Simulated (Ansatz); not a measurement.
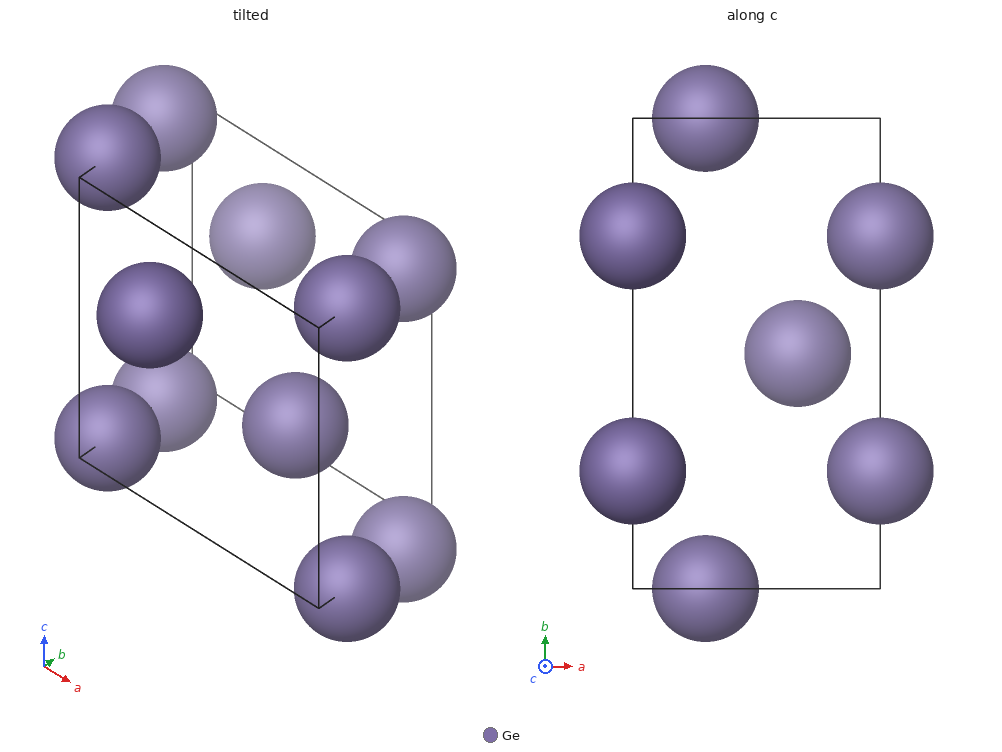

The crystal in a spheres-only representation, seen slightly off an axis and along the c axis. Thin lines show the conventional unit cell, with boundary atoms drawn in all their periodic places.

Describe the arrangement of the atoms.

The element is germanium. The atoms follow space group Pm (No. 6); the Bravais lattice is primitive monoclinic. The cell holds four atoms. Ge is coordinated by six Ge.

The initial geometry was a structure listed in the Materials Project. The cell was then strained or its atoms displaced on purpose. A calculation with Ansatz used it as input.

At this level of theory the cell isn't at rest (forces up to 0.6 eV/Å), so its distances can differ from those at equilibrium, the more so the softer the solid.
